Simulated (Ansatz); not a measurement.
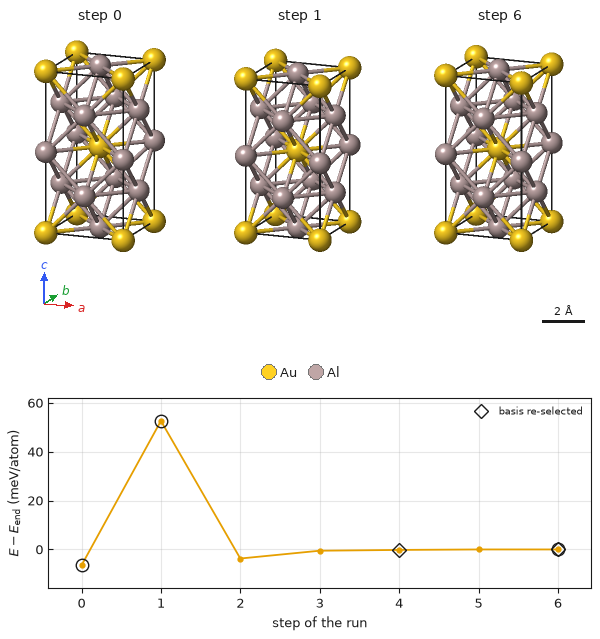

Frames of a relaxation of a crystal of Al3Au (set up in I4/mmm), marked on the history of the run. A ball-and-stick model of the conventional cell (2 times the calculation's cell), seen slightly off an axis. Lengths and directions refer to the drawn axes.

The run lets cell and atoms move.

Theory: Ansatz 0.2.0, Kohn-Sham DFT of a periodic cell, PBEsol, Ansatz PAW.

Input
```yaml
crystal:
  lattice:
    - [-2.025333, 2.025333, 4.0566]
    - [2.025333, -2.025333, 4.0566]
    - [2.025333, 2.025333, -4.0566]
  atoms:
    - { symbol: Au, position: [0.0, 0.0, 0.0] }
    - { symbol: Al, position: [0.5, 0.5, 0.0] }
    - { symbol: Al, position: [0.25, 0.75, 0.5] }
    - { symbol: Al, position: [0.75, 0.25, 0.5] }
hamiltonian:
  xc: pbesol
  pseudopotentials: { kind: paw }
kpoints:
  mp_grid: { grid: [9, 9, 9] }
scf:
  occupations: { method: fermi_dirac, width: 0.05 }
output:
  forces: true
  stress: true
  eigenvalues: true
relax:
  f_tol: 0.01
  max_steps: 40
  cell: { stress_tol: 0.05, p_target: 5.0 }
```

Run as
```bash
ansatz run input.yaml --threads 2 --pin off --max-ram 5632MiB --backend cpu --events-out ev --progress --plain --runs-dir out
```

> Describe the path.

The energy rises by 6.5 meV per atom in 4 accepted moves (6 points after the start). With the target pressure of 5 GPa, the enthalpy E + pV changes by −28.9 meV per atom. All forces vanish by symmetry, so only the cell relaxes. Pressure: −2.62 GPa at the start and 5.00 GPa at the end. The SCF was repeated twice at an unchanged geometry on a basis and grid sized afresh for the cell, which shifted the energy by 0.3 meV per atom at most. The atoms keep their places relative to the cell (all moves are under 0.005 Å). Cell: a = b 4.051 → 3.962 Å (−2.2 %), c 8.113 → 7.904 Å (−2.6 %). Volume −6.8 %. Among the contacts that change: Al–Al 2.866 → 2.798 Å, Al–Au 2.866 → 2.798 Å. The space group stays I4/mmm (No. 139). Cost: 22 s on 2 threads of Arm Neoverse V1, on a shared host, peak memory 0.4 GiB. From step 0 to 1: volume −12.4 %, energy +59.2 meV per atom. From step 1 to 6: volume +6.3 %, energy −52.6 meV per atom.

```tsv
step	E − E(0), meV/atom	pressure, GPa	volume, Å³/atom	note
0	0.00	-2.62	16.640	
1	59.16	13.97	14.584	
2	2.80	4.06	15.628	
3	5.99	4.98	15.513	
4	6.31	4.95	15.513	same geometry, new basis
5	6.51	5.00	15.506	
6	6.51	5.00	15.506	same geometry, new basis
```
